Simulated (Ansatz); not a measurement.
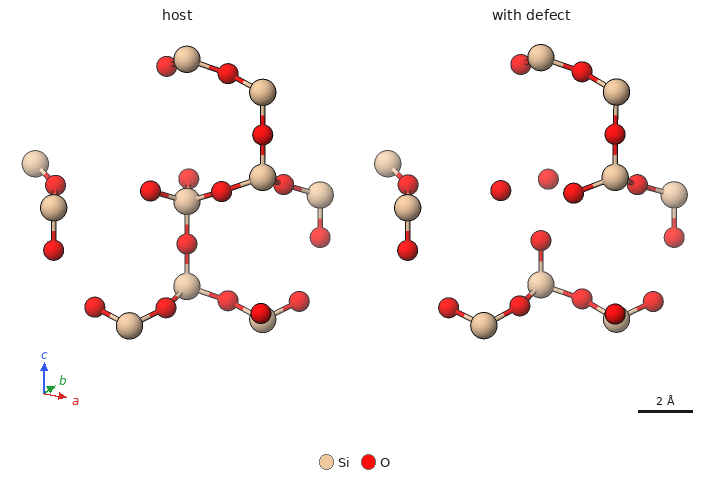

Left: perfect SiO2. Right: the same region with one point defect, after relaxing the atoms in a supercell of 36 sites. The picture is a ball-and-stick view of the atoms within 6.0 Å of one point, in a slice 3.4 Å thick across the line of sight, seen slightly off an axis.

All numbers below come from DFT PBE, scalar-relativistic, plane waves, PAW in Ansatz. Set-up: plane-wave cutoff 420 eV; k-point mesh 2 × 2 × 2; occupations gaussian; smearing width 0.01 eV; collinear spin. The cell is small and the k-mesh coarse, so the numbers are rough. The axes drawn are those of the host's conventional cell.

### What kind of defect was made?

A silicon atom is taken out (a vacancy).

The charge state of the cell is 0.

### What does the relaxation do around it?

Around the empty Si site the host had 4 O at 1.62 Å; after relaxation the nearest atoms are 4 O at 1.49 to 1.67 Å. Of the host's atoms, an oxygen atom moves furthest from its site, by 0.21 Å. The cell's net moment is 4.00 μB. Relaxing the atoms from the host's sites lowers the energy by 0.27 eV. At a tolerance of 0.02 Å the relaxed supercell has space group P3.
